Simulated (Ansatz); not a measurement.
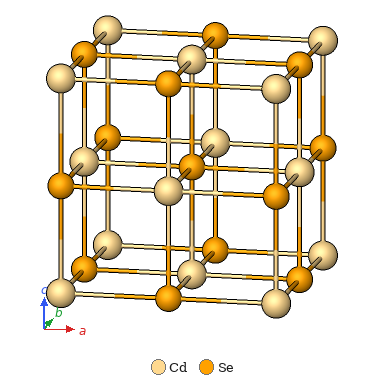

System: CdSe, space group Fm-3m (No. 225). The picture shows the conventional cell.

The given structure:
```yaml
crystal:
  lattice:
    - [0.00000, 2.86859, 2.86859]
    - [2.86859, 0.00000, 2.86859]
    - [2.86859, 2.86859, 0.00000]
  atoms:
    - { symbol: Cd, position: [0.00000, 0.00000, 0.00000] }
    - { symbol: Se, position: [0.50000, 0.50000, 0.50000] }
```

Calculation (Ansatz 0.2.0): third-order Birch-Murnaghan fit to density functional energies at scaled volumes of the given relaxed cell, shape and atoms relaxed at each volume; energies count from the fitted minimum; plane waves with PAW datasets, Γ-centred k mesh. Level: PBE, no spin polarisation.

- wave cutoff: 420 eV
- k mesh: 12×12×12
- occupations: Gaussian
- smearing width: 0.1 eV

What does the calculation give for the energy above the minimum and pressure against volume? The volume takes the values 22.189, 22.897, 23.605, 24.313, 25.021 Å³/atom.

A third-order Birch–Murnaghan fit gives V0 = 23.60 Å³/atom, B0 = 60.1 GPa and B′ = 4.9. The energy above the minimum is 18.0 meV/atom at volume 22.189 Å³/atom and 14.2 meV/atom at 25.021 Å³/atom; the lowest computed point is at volume 23.605 Å³/atom (0.0 meV/atom), and no other minimum shows. The pressure falls from 4.32 GPa at volume 22.189 Å³/atom to −3.04 GPa at 25.021 Å³/atom, and changes sign near 23.61 Å³/atom. The solid is metallic at every point.

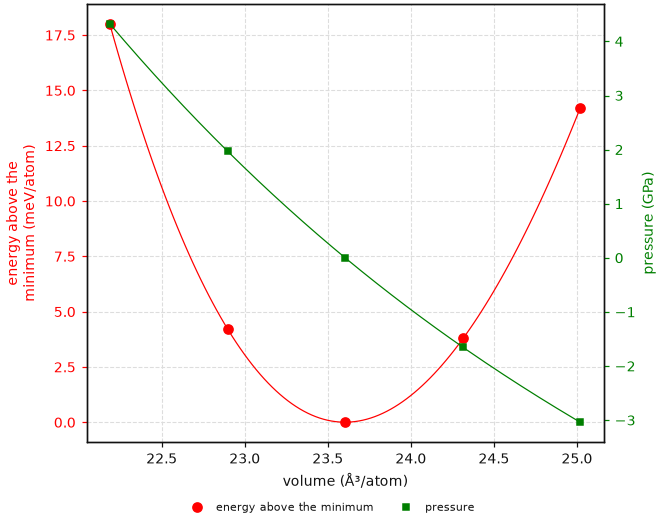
